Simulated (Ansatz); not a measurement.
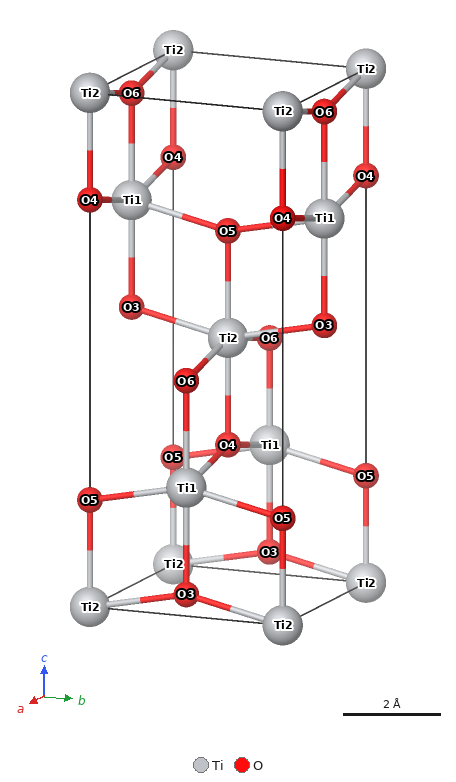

Fig. 1: The input geometry (ball-and-stick view of the cell 2 times as large as that of the calculation, set on its symmetry axes, seen slightly off an axis; atoms are numbered from 1 in the order of the input).

**Geometry relaxation of TiO2 (part 1 of 2)**

The run: geometry relaxation of TiO2 (6 atoms in the cell). Method and program: DFT, PBE, plane waves, PAW, no spin polarisation (Ansatz 0.2.0).

The structure was built on a prototype by a generator. Figures and captions count atoms from 1; the log counts them from 0 in places.

### The input
```yaml
crystal:
  lattice:
    - [-2.1681731, 2.1681731, 5.442114481]
    - [2.1681731, -2.1681731, 5.442114481]
    - [2.1681731, 2.1681731, -5.442114481]
  atoms:
    - { symbol: Ti, position: [0.75, 0.25, 0.5] }
    - { symbol: Ti, position: [0.0, 0.0, 0.0] }
    - { symbol: O, position: [0.542, 0.042, 0.5] }
    - { symbol: O, position: [0.792, 0.792, 0.0] }
    - { symbol: O, position: [0.208, 0.208, 0.0] }
    - { symbol: O, position: [0.958, 0.458, 0.5] }
kpoints:
  mp_grid: { grid: [8, 8, 8] }
hamiltonian:
  xc: pbe
scf:
  occupations: { method: fermi_dirac, width: 0.02 }
relax:
  f_tol: 0.005
  cell: {}
```

Run on 8 threads of Intel Xeon (Sapphire Rapids), 64 GiB of memory available, shared host.

Run as:
```bash
ansatz run input.yaml --threads 8 --pin off --max-ram 12902MiB --backend cpu --events-out ev --progress --plain --runs-dir out
```

### The program's output
```
basis.fft_grid_basis auto: the FFT boxes are laid along the combinations [[1, 0, 1], [0, 1, 1], [0, 0, 1]] of the cell's own vectors, 4.336, 4.336 and 6.246 Å long. The dense box has 30×30×45 points. Along the cell's own vectors, as sized, it would have 45×45×45, 2.25 times as many. Of the 16 symmetry operations that the crystal satisfies within crystal.symmetry.tolerance (time reversal apart; of a slab, those that keep its plane) the dense box along the cell's own vectors carries 16, and the one as laid loses 12 of those. basis.fft_grid_basis: typed keeps the cell's own vectors: state it where this run's energies or levels are differenced outside the engine with another run's, or held beside a run that keeps those vectors.
Engine: ansatz 0.2.0, x86_64-unknown-linux-gnu
Pseudopotentials: kind: paw
Pseudopotential: Ti, paw, valence charge 12, recommended cutoff 420 eV (normal), Ti.paw.azcp
Pseudopotential: O, paw, valence charge 6, recommended cutoff 420 eV (normal), O.paw.azcp
Functional definition: PBE
  parameter kappa = 0.804
  parameter beta = 0.06672455060314922
  exchange = pbe_x(kappa = kappa, mu = beta*pi^2/3)
  correlation = pbe_c(beta = beta)
Crystal: 6 atoms, lattice volume = 102.333 Å³
Basis set: ecut = 420 eV, 1987 PW (Γ), FFT grids on a1+a3, a2+a3, a3, exchange–correlation on 60×60×90 points (8 copies of the dense FFT grid, shifted against one another)
Bands: 30, of which v1, the nominal top of the filled ones, is band 24 counted from 1 (23 counted from 0)
Symmetry: 16 space group operations
Space group: I41/amd (ITA 141), of the structure as read, at distance tolerance 4.7e-5 Å
k-points: 59 of 512
Non-local potential: Ti, projectors of the file, l = 0: 3, l = 1: 2, l = 2: 3, l = 3: 1
Non-local potential: O, projectors of the file, l = 0: 2, l = 1: 2, l = 2: 1
PAW form: soft (Blöchl's): semilocal exchange-correlation on the pseudo side does not see the compensation charge
PAW one-centre angular grid: Ti, 590 points (default); XC on 64 Gauss nodes
PAW one-centre angular grid: O, 110 points (default); XC on 64 Gauss nodes
Initial density: superposition of atomic densities (neutral atoms: chi_scale 0, normalization atom), corrected by the library's trained network
Initial wavefunctions: pseudopotential atomic-orbital guess
Functional: x = pbe(κ = 0.804, μ = 0.2195149727645171), c = pbe(β = 0.06672455060314922)
SCF iter   1: F=—  HF=-7272.592843 eV  |F-HF|=—  |Δ(HF+E_count)|=         —  Δρ=2.12e-3  dr2=2.72e-3  ethr=1.77e-3  ⟨swp⟩=4.9  Hψ=7031  notcnv=0
preconditioner: auto → Resta (q_TF=auto, 2.405 Å⁻¹)  ε∞=9.3  [insulator: Δε(μ)=1.207 eV  Ē_g=7.208 eV  σ=0.020 eV  W_gap=1.00  n_scr=32 (ndim 8)  ℏωp=20.8 eV  f_vac=0.177  D(μ)=0.00/eV (n_scr^D=0)  ε∞_Penn≈9.3]
SCF iter   2: F=—  HF=-7272.595404 eV  |F-HF|=—  |Δ(HF+E_count)|=   2.56e-3  Δρ=1.93e-3  dr2=3.75e-3  ethr=5.67e-6  ⟨swp⟩=2.8  Hψ=3747  notcnv=0  defer=101
SCF iter   3: F=—  HF=-7272.595693 eV  |F-HF|=—  |Δ(HF+E_count)|=   2.89e-4  Δρ=1.04e-3  dr2=8.97e-4  ethr=5.67e-6  ⟨swp⟩=2.0  Hψ=2628  notcnv=0  defer=101
SCF iter   4: F=—  HF=-7272.596427 eV  |F-HF|=—  |Δ(HF+E_count)|=   7.33e-4  Δρ=3.82e-4  dr2=1.67e-4  ethr=1.87e-6  ⟨swp⟩=2.2  Hψ=2126  notcnv=0  defer=101
SCF iter   5: F=—  HF=-7272.596614 eV  |F-HF|=—  |Δ(HF+E_count)|=   1.87e-4  Δρ=1.08e-4  dr2=2.03e-5  ethr=3.48e-7  ⟨swp⟩=2.0  Hψ=2234  notcnv=0  defer=101
SCF iter   6: F=—  HF=-7272.596638 eV  |F-HF|=—  |Δ(HF+E_count)|=   2.41e-5  Δρ=2.14e-5  dr2=7.62e-7  ethr=4.23e-8  ⟨swp⟩=2.0  Hψ=2306  notcnv=0  defer=101
SCF iter   7: F=-7272.596639 eV  HF=-7272.596639 eV  |F-HF|=1.89e-8  |Δ(HF+E_count)|=   8.28e-7  Δρ=4.51e-6  dr2=2.70e-8  ethr=2.08e-10  ⟨swp⟩=3.0  Hψ=6700  notcnv=0
SCF 1 converged in 7 iterations: F = -7272.596639 eV  dr2 = 2.70e-8
  greatest PAW one-centre occupation: 0.999 electrons in one spin orbital (limit 2), on the Ti atom at site 1 (counted from 0), in its partial waves of l = 0
relax step   1: F+E_penalty+E_count = -7272.59663868 eV  Δ(F+E_penalty+E_count) = +0.000e0 eV  max|allowed force component| = 1.295e0 eV/Å  Δτ_max = 0.0000 Å  P = -34.076 GPa  Ω = 102.333 Å³  (7 SCF iters, dr2 threshold 1.00e-7 eV, accepted)
Crystal: 6 atoms, lattice volume = 88.577 Å³
Basis set: ecut = 420 eV, 1693 PW (Γ), FFT grids on a1+a3, a2+a3, a3, exchange–correlation on 60×60×90 points (8 copies of the dense FFT grid, shifted against one another)
Initial density: handed on by an earlier stage of this run
Initial wavefunctions: those handed on with the density
iter 1 solved again at ethr=6.84e-4 eV; its pass at ethr=3.10e-3 eV (dr2=3.28e-1 eV) is discarded
SCF iter   1: F=—  HF=-7275.592261 eV  |F-HF|=—  |Δ(HF+E_count)|=         —  Δρ=1.94e-2  dr2=3.33e-1  ethr=6.84e-4  ⟨swp⟩=1.0  Hψ=9931  notcnv=0
preconditioner: auto → Resta (q_TF=auto, 2.463 Å⁻¹)  ε∞=8.4  [insulator: Δε(μ)=1.821 eV  Ē_g=8.192 eV  σ=0.020 eV  W_gap=1.00  n_scr=24 (ndim 8)  ℏωp=22.3 eV  f_vac=0.125  D(μ)=0.00/eV (n_scr^D=0)  ε∞_Penn≈8.4]
SCF iter   2: F=—  HF=-7275.571645 eV  |F-HF|=—  |Δ(HF+E_count)|=   2.06e-2  Δρ=1.74e-2  dr2=3.16e-1  ethr=6.84e-4  ⟨swp⟩=2.2  Hψ=3079  notcnv=0
SCF iter   3: F=—  HF=-7275.536270 eV  |F-HF|=—  |Δ(HF+E_count)|=   3.54e-2  Δρ=4.80e-3  dr2=3.14e-2  ethr=6.59e-4  ⟨swp⟩=2.0  Hψ=2796  notcnv=0
SCF iter   4: F=—  HF=-7275.531657 eV  |F-HF|=—  |Δ(HF+E_count)|=   4.61e-3  Δρ=1.32e-3  dr2=4.01e-3  ethr=6.53e-5  ⟨swp⟩=2.0  Hψ=2768  notcnv=0
SCF iter   5: F=—  HF=-7275.532516 eV  |F-HF|=—  |Δ(HF+E_count)|=   8.58e-4  Δρ=5.72e-4  dr2=3.06e-4  ethr=8.35e-6  ⟨swp⟩=2.0  Hψ=2705  notcnv=0
SCF iter   6: F=—  HF=-7275.533090 eV  |F-HF|=—  |Δ(HF+E_count)|=   5.75e-4  Δρ=1.13e-4  dr2=1.05e-5  ethr=6.37e-7  ⟨swp⟩=2.0  Hψ=2506  notcnv=0
SCF iter   7: F=—  HF=-7275.533132 eV  |F-HF|=—  |Δ(HF+E_count)|=   4.20e-5  Δρ=3.69e-5  dr2=1.41e-6  ethr=2.20e-8  ⟨swp⟩=2.0  Hψ=2706  notcnv=0
SCF iter   8: F=-7275.533134 eV  HF=-7275.533133 eV  |F-HF|=3.77e-8  |Δ(HF+E_count)|=   1.07e-6  Δρ=3.87e-6  dr2=1.16e-8  ethr=1.25e-9  ⟨swp⟩=4.1  Hψ=5749  notcnv=0
SCF 2 converged in 8 iterations: F = -7275.533134 eV  dr2 = 1.16e-8
relax step   2: F+E_penalty+E_count = -7275.53313351 eV  Δ(F+E_penalty+E_count) = -2.936e0 eV  max|allowed force component| = 7.319e-1 eV/Å  Δτ_max = 0.0438 Å  P = -27.804 GPa  Ω = 88.577 Å³  energy of the carried Pulay correction = +4.419e-2 eV  (8 SCF iters, dr2 threshold 6.00e-7 eV, accepted)
Crystal: 6 atoms, lattice volume = 75.797 Å³
Basis set: ecut = 420 eV, 1517 PW (Γ), FFT grids on a1+a3, a2+a3, a3, exchange–correlation on 60×60×90 points (8 copies of the dense FFT grid, shifted against one another)
iter 1 solved again at ethr=7.98e-4 eV; its pass at ethr=3.10e-3 eV (dr2=3.83e-1 eV) is discarded
SCF iter   1: F=—  HF=-7277.345414 eV  |F-HF|=—  |Δ(HF+E_count)|=         —  Δρ=2.33e-2  dr2=3.90e-1  ethr=7.98e-4  ⟨swp⟩=1.0  Hψ=10129  notcnv=0
preconditioner: auto → Resta (q_TF=auto, 2.528 Å⁻¹)  ε∞=7.9  [insulator: Δε(μ)=2.251 eV  Ē_g=9.174 eV  σ=0.020 eV  W_gap=1.00  n_scr=22 (ndim 8)  ℏωp=24.1 eV  f_vac=0.093  D(μ)=0.00/eV (n_scr^D=0)  ε∞_Penn≈7.9]
SCF iter   2: F=—  HF=-7277.282136 eV  |F-HF|=—  |Δ(HF+E_count)|=   6.33e-2  Δρ=1.40e-2  dr2=1.80e-1  ethr=7.98e-4  ⟨swp⟩=2.0  Hψ=3068  notcnv=0
SCF iter   3: F=—  HF=-7277.258998 eV  |F-HF|=—  |Δ(HF+E_count)|=   2.31e-2  Δρ=5.34e-3  dr2=3.60e-2  ethr=3.74e-4  ⟨swp⟩=2.0  Hψ=2801  notcnv=0
SCF iter   4: F=—  HF=-7277.252845 eV  |F-HF|=—  |Δ(HF+E_count)|=   6.15e-3  Δρ=1.75e-3  dr2=5.67e-3  ethr=7.51e-5  ⟨swp⟩=2.0  Hψ=2655  notcnv=0
SCF iter   5: F=—  HF=-7277.253814 eV  |F-HF|=—  |Δ(HF+E_count)|=   9.69e-4  Δρ=5.75e-4  dr2=3.19e-4  ethr=1.18e-5  ⟨swp⟩=2.0  Hψ=2755  notcnv=0
SCF iter   6: F=—  HF=-7277.254346 eV  |F-HF|=—  |Δ(HF+E_count)|=   5.31e-4  Δρ=1.22e-4  dr2=1.12e-5  ethr=6.64e-7  ⟨swp⟩=2.0  Hψ=2702  notcnv=0
SCF iter   7: F=-7277.254377 eV  HF=-7277.254377 eV  |F-HF|=1.77e-7  |Δ(HF+E_count)|=   3.12e-5  Δρ=2.74e-5  dr2=5.65e-7  ethr=1.25e-9  ⟨swp⟩=3.1  Hψ=7434  notcnv=0
SCF 3 converged in 7 iterations: F = -7277.254377 eV  dr2 = 5.65e-7
relax step   3: F+E_penalty+E_count = -7277.25437717 eV  Δ(F+E_penalty+E_count) = -1.721e0 eV  max|allowed force component| = 3.069e-1 eV/Å  Δτ_max = 0.0229 Å  P = -10.779 GPa  Ω = 75.797 Å³  energy of the carried Pulay correction = +9.139e-2 eV  (7 SCF iters, dr2 threshold 6.00e-7 eV, accepted)
Crystal: 6 atoms, lattice volume = 67.762 Å³
Basis set: ecut = 420 eV, 1301 PW (Γ), FFT grids on a1+a3, a2+a3, a3, exchange–correlation on 60×60×90 points (8 copies of the dense FFT grid, shifted against one another)
iter 1 solved again at ethr=3.99e-4 eV; its pass at ethr=3.10e-3 eV (dr2=1.91e-1 eV) is discarded
SCF iter   1: F=—  HF=-7277.523513 eV  |F-HF|=—  |Δ(HF+E_count)|=         —  Δρ=1.81e-2  dr2=1.97e-1  ethr=3.99e-4  ⟨swp⟩=1.0  Hψ=10378  notcnv=0
preconditioner: auto → none  [insulator: Δε(μ)=2.308 eV  Ē_g=9.791 eV  σ=0.020 eV  W_gap=1.00  n_scr=14 (ndim 8)  ℏωp=25.5 eV  f_vac=0.072  D(μ)=0.00/eV (n_scr^D=0)  ε∞_Penn≈7.8]
SCF iter   2: F=—  HF=-7277.518607 eV  |F-HF|=—  |Δ(HF+E_count)|=   4.91e-3  Δρ=1.88e-2  dr2=2.32e-1  ethr=3.99e-4  ⟨swp⟩=2.0  Hψ=3070  notcnv=0
SCF iter   3: F=—  HF=-7277.480559 eV  |F-HF|=—  |Δ(HF+E_count)|=   3.80e-2  Δρ=5.23e-3  dr2=1.83e-2  ethr=3.99e-4  ⟨swp⟩=2.1  Hψ=2860  notcnv=0
SCF iter   4: F=—  HF=-7277.478971 eV  |F-HF|=—  |Δ(HF+E_count)|=   1.59e-3  Δρ=1.53e-3  dr2=1.21e-3  ethr=3.81e-5  ⟨swp⟩=2.1  Hψ=2834  notcnv=0  defer=37
SCF iter   5: F=—  HF=-7277.479358 eV  |F-HF|=—  |Δ(HF+E_count)|=   3.87e-4  Δρ=3.36e-4  dr2=3.68e-5  ethr=2.53e-6  ⟨swp⟩=2.0  Hψ=2643  notcnv=0  defer=37
SCF iter   6: F=—  HF=-7277.479379 eV  |F-HF|=—  |Δ(HF+E_count)|=   2.07e-5  Δρ=4.66e-5  dr2=1.25e-6  ethr=7.67e-8  ⟨swp⟩=2.0  Hψ=2500  notcnv=0  defer=37
SCF iter   7: F=-7277.479380 eV  HF=-7277.479380 eV  |F-HF|=4.10e-8  |Δ(HF+E_count)|=   7.28e-7  Δρ=1.35e-5  dr2=8.92e-8  ethr=1.25e-9  ⟨swp⟩=4.0  Hψ=5771  notcnv=0
SCF 4 converged in 7 iterations: F = -7277.479380 eV  dr2 = 8.92e-8
relax step   4: F+E_penalty+E_count = -7277.47937981 eV  Δ(F+E_penalty+E_count) = -2.250e-1 eV  max|allowed force component| = 7.400e-2 eV/Å  Δτ_max = 0.0576 Å  P = +7.472 GPa  Ω = 67.762 Å³  energy of the carried Pulay correction = +1.247e-1 eV  (7 SCF iters, dr2 threshold 6.00e-7 eV, accepted)
Crystal: 6 atoms, lattice volume = 70.259 Å³
Basis set: ecut = 420 eV, 1381 PW (Γ), FFT grids on a1+a3, a2+a3, a3, exchange–correlation on 60×60×90 points (8 copies of the dense FFT grid, shifted against one another)
iter 1 solved again at ethr=5.64e-5 eV; its pass at ethr=3.10e-3 eV (dr2=2.71e-2 eV) is discarded
SCF iter   1: F=—  HF=-7277.528858 eV  |F-HF|=—  |Δ(HF+E_count)|=         —  Δρ=6.76e-3  dr2=2.85e-2  ethr=5.64e-5  ⟨swp⟩=1.2  Hψ=10046  notcnv=0
preconditioner: auto → Resta (q_TF=auto, 2.560 Å⁻¹)  ε∞=8.1  [insulator: Δε(μ)=2.089 eV  Ē_g=9.429 eV  σ=0.020 eV  W_gap=1.00  n_scr=22 (ndim 8)  ℏωp=25.1 eV  f_vac=0.116  D(μ)=0.00/eV (n_scr^D=0)  ε∞_Penn≈8.1]
SCF iter   2: F=—  HF=-7277.523351 eV  |F-HF|=—  |Δ(HF+E_count)|=   5.51e-3  Δρ=3.25e-3  dr2=9.30e-3  ethr=5.64e-5  ⟨swp⟩=2.0  Hψ=3068  notcnv=0
SCF iter   3: F=—  HF=-7277.522087 eV  |F-HF|=—  |Δ(HF+E_count)|=   1.26e-3  Δρ=1.48e-3  dr2=2.35e-3  ethr=1.94e-5  ⟨swp⟩=2.0  Hψ=2810  notcnv=0
SCF iter   4: F=—  HF=-7277.521872 eV  |F-HF|=—  |Δ(HF+E_count)|=   2.15e-4  Δρ=6.32e-4  dr2=5.71e-4  ethr=4.90e-6  ⟨swp⟩=2.0  Hψ=2715  notcnv=0
SCF iter   5: F=—  HF=-7277.521943 eV  |F-HF|=—  |Δ(HF+E_count)|=   7.08e-5  Δρ=1.53e-4  dr2=3.11e-5  ethr=1.19e-6  ⟨swp⟩=2.0  Hψ=2431  notcnv=0
SCF iter   6: F=—  HF=-7277.521979 eV  |F-HF|=—  |Δ(HF+E_count)|=   3.53e-5  Δρ=3.18e-5  dr2=9.44e-7  ethr=6.48e-8  ⟨swp⟩=2.0  Hψ=2714  notcnv=0
SCF iter   7: F=-7277.521980 eV  HF=-7277.521980 eV  |F-HF|=1.62e-8  |Δ(HF+E_count)|=   1.81e-6  Δρ=4.84e-6  dr2=1.52e-8  ethr=1.25e-9  ⟨swp⟩=4.3  Hψ=5795  notcnv=0
SCF 5 converged in 7 iterations: F = -7277.521980 eV  dr2 = 1.52e-8
relax step   5: F+E_penalty+E_count = -7277.52198035 eV  Δ(F+E_penalty+E_count) = -4.260e-2 eV  max|allowed force component| = 2.017e-2 eV/Å  Δτ_max = 0.0000 Å  P = -0.375 GPa  Ω = 70.259 Å³  energy of the carried Pulay correction = +1.140e-1 eV  (7 SCF iters, dr2 threshold 6.00e-7 eV, accepted)
Crystal: 6 atoms, lattice volume = 70.186 Å³
Basis set: ecut = 420 eV, 1365 PW (Γ), FFT grids on a1+a3, a2+a3, a3, exchange–correlation on 60×60×90 points (8 copies of the dense FFT grid, shifted against one another)
iter 1 solved again at ethr=4.46e-7 eV; its pass at ethr=3.10e-3 eV (dr2=2.14e-4 eV) is discarded
SCF iter   1: F=—  HF=-7277.523614 eV  |F-HF|=—  |Δ(HF+E_count)|=         —  Δρ=7.54e-4  dr2=2.20e-4  ethr=4.46e-7  ⟨swp⟩=2.9  Hψ=10335  notcnv=0
preconditioner: auto → Resta (q_TF=auto, 2.561 Å⁻¹)  ε∞=8.0  [insulator: Δε(μ)=2.145 eV  Ē_g=9.472 eV  σ=0.020 eV  W_gap=1.00  n_scr=22 (ndim 8)  ℏωp=25.1 eV  f_vac=0.108  D(μ)=0.00/eV (n_scr^D=0)  ε∞_Penn≈8.0]
SCF iter   2: F=—  HF=-7277.523584 eV  |F-HF|=—  |Δ(HF+E_count)|=   3.00e-5  Δρ=3.77e-4  dr2=7.50e-5  ethr=4.46e-7  ⟨swp⟩=2.0  Hψ=2507  notcnv=0
SCF iter   3: F=—  HF=-7277.523582 eV  |F-HF|=—  |Δ(HF+E_count)|=   2.44e-6  Δρ=2.17e-4  dr2=2.61e-5  ethr=1.56e-7  ⟨swp⟩=2.1  Hψ=2327  notcnv=0
SCF iter   4: F=—  HF=-7277.523581 eV  |F-HF|=—  |Δ(HF+E_count)|=   3.23e-7  Δρ=4.96e-5  dr2=2.15e-6  ethr=5.43e-8  ⟨swp⟩=2.1  Hψ=2494  notcnv=0
SCF iter   5: F=-7277.523582 eV  HF=-7277.523582 eV  |F-HF|=1.84e-7  |Δ(HF+E_count)|=   7.93e-7  Δρ=1.36e-5  dr2=1.40e-7  ethr=1.25e-9  ⟨swp⟩=4.0  Hψ=5778  notcnv=0
SCF 6 converged in 5 iterations: F = -7277.523582 eV  dr2 = 1.40e-7
relax step   6: F+E_penalty+E_count = -7277.52358244 eV  Δ(F+E_penalty+E_count) = -1.602e-3 eV  max|allowed force component| = 3.809e-3 eV/Å  Δτ_max = 0.0057 Å  P = +0.044 GPa  Ω = 70.186 Å³  energy of the carried Pulay correction = +1.143e-1 eV  (5 SCF iters, dr2 threshold 6.00e-7 eV, accepted)
Crystal: 6 atoms, lattice volume = 70.232 Å³
iter 1 solved again at ethr=1.21e-7 eV; its pass at ethr=3.10e-3 eV (dr2=5.80e-5 eV) is discarded
SCF iter   1: F=—  HF=-7277.523701 eV  |F-HF|=—  |Δ(HF+E_count)|=         —  Δρ=4.78e-4  dr2=6.67e-5  ethr=1.21e-7  ⟨swp⟩=3.0  Hψ=11087  notcnv=0
preconditioner: auto → Resta (q_TF=auto, 2.561 Å⁻¹)  ε∞=8.0  [insulator: Δε(μ)=2.158 eV  Ē_g=9.476 eV  σ=0.020 eV  W_gap=1.00  n_scr=22 (ndim 8)  ℏωp=25.1 eV  f_vac=0.109  D(μ)=0.00/eV (n_scr^D=0)  ε∞_Penn≈8.0]
SCF iter   2: F=—  HF=-7277.523699 eV  |F-HF|=—  |Δ(HF+E_count)|=   2.53e-6  Δρ=2.56e-4  dr2=2.27e-5  ethr=1.21e-7  ⟨swp⟩=1.0  Hψ=1802  notcnv=0
SCF iter   3: F=—  HF=-7277.523704 eV  |F-HF|=—  |Δ(HF+E_count)|=   5.38e-6  Δρ=1.12e-4  dr2=8.35e-6  ethr=4.73e-8  ⟨swp⟩=2.2  Hψ=2595  notcnv=0
SCF iter   4: F=—  HF=-7277.523703 eV  |F-HF|=—  |Δ(HF+E_count)|=   1.02e-6  Δρ=3.52e-5  dr2=7.71e-7  ethr=1.74e-8  ⟨swp⟩=2.1  Hψ=2438  notcnv=0
SCF iter   5: F=-7277.523703 eV  HF=-7277.523703 eV  |F-HF|=4.22e-8  |Δ(HF+E_count)|=   2.42e-7  Δρ=7.06e-6  dr2=3.94e-8  ethr=4.70e-10  ⟨swp⟩=4.1  Hψ=5784  notcnv=0
SCF 7 converged in 5 iterations: F = -7277.523703 eV  dr2 = 3.94e-8
relax step   7: F+E_penalty+E_count = -7277.52370328 eV  Δ(F+E_penalty+E_count) = -1.208e-4 eV  max|allowed force component| = 1.986e-3 eV/Å  Δτ_max = 0.0046 Å  P = +0.076 GPa  Ω = 70.232 Å³  energy of the carried Pulay correction = +1.141e-1 eV  (5 SCF iters, dr2 threshold 2.25e-7 eV, accepted)
Crystal: 6 atoms, lattice volume = 70.263 Å³
iter 1 solved again at ethr=7.58e-9 eV; its pass at ethr=3.10e-3 eV (dr2=3.64e-6 eV) is discarded
SCF iter   1: F=—  HF=-7277.523584 eV  |F-HF|=—  |Δ(HF+E_count)|=         —  Δρ=7.98e-5  dr2=3.23e-6  ethr=7.58e-9  ⟨swp⟩=2.7  Hψ=9928  notcnv=0
preconditioner: auto → Resta (q_TF=auto, 2.560 Å⁻¹)  ε∞=8.0  [insulator: Δε(μ)=2.158 eV  Ē_g=9.474 eV  σ=0.020 eV  W_gap=1.00  n_scr=22 (ndim 8)  ℏωp=25.1 eV  f_vac=0.109  D(μ)=0.00/eV (n_scr^D=0)  ε∞_Penn≈8.0]
SCF iter   2: F=—  HF=-7277.523581 eV  |F-HF|=—  |Δ(HF+E_count)|=   2.37e-6  Δρ=4.22e-5  dr2=1.02e-6  ethr=6.72e-9  ⟨swp⟩=2.0  Hψ=2714  notcnv=0
SCF iter   3: F=—  HF=-7277.523581 eV  |F-HF|=—  |Δ(HF+E_count)|=   7.54e-8  Δρ=2.21e-5  dr2=2.84e-7  ethr=2.12e-9  ⟨swp⟩=2.1  Hψ=2330  notcnv=0
SCF iter   4: F=—  HF=-7277.523581 eV  |F-HF|=—  |Δ(HF+E_count)|=   1.84e-8  Δρ=8.10e-6  dr2=4.88e-8  ethr=5.91e-10  ⟨swp⟩=2.5  Hψ=2567  notcnv=0
SCF iter   5: F=-7277.523581 eV  HF=-7277.523581 eV  |F-HF|=2.59e-9  |Δ(HF+E_count)|=   1.50e-8  Δρ=1.68e-6  dr2=2.76e-9  ethr=6.13e-11  ⟨swp⟩=4.1  Hψ=5641  notcnv=0
SCF 8 converged in 5 iterations: F = -7277.523581 eV  dr2 = 2.76e-9
relax step   8: F+E_penalty+E_count = -7277.52358136 eV  Δ(F+E_penalty+E_count) = +1.219e-4 eV  max|allowed force component| = 5.119e-5 eV/Å  Δτ_max = 0.0004 Å  P = +0.001 GPa  Ω = 70.263 Å³  energy of the carried Pulay correction = +1.140e-1 eV  (5 SCF iters, dr2 threshold 2.94e-8 eV, accepted)
Basis set: ecut = 420 eV, 1365 PW (Γ), FFT grids on a1+a3, a2+a3, a3, exchange–correlation on 54×54×80 points (8 copies of the dense FFT grid, shifted against one another)
Initial wavefunctions: pseudopotential atomic-orbital guess (no wavefunctions were taken with the density)
iter 1 solved again at ethr=1.62e-7 eV; its pass at ethr=3.10e-3 eV (dr2=7.77e-5 eV) is discarded
```
